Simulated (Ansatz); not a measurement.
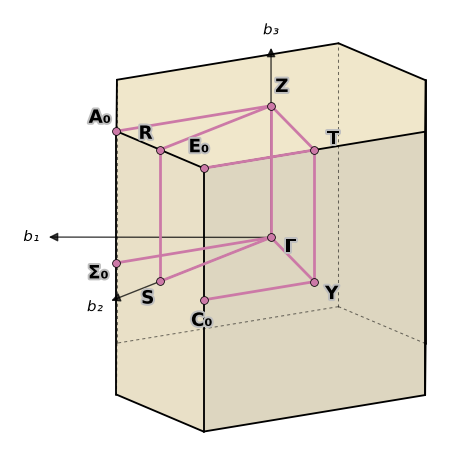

The figure shows the first Brillouin zone with its special points and a band path. Crystal: ZnO, coordinates from a relaxation with DFT PBE, scalar-relativistic, plane waves, PAW (Ansatz); the starting structure was generated, so it need not be a known form of this composition. The drawing is computed from the coordinates (standard cell, symmetry found to 0.002 Å).

Labels and path follow the convention of Hinuma et al. (2017), as computed by seekpath; the arrows show the directions of the reciprocal primitive vectors b₁, b₂, b₃.

Name the Bravais lattice of the crystal.

A base-centred orthorhombic lattice (oC; extended symbol oC1). The zone is a hexagonal prism in its combinatorial type: 8 faces (6 with 4 edges, 2 with 6 edges), 18 edges, 12 vertices.

Write the standard path through the labelled points.

Γ–Y–C₀ | Σ₀–Γ–Z–A₀ | E₀–T–Y | Γ–S–R–Z–T
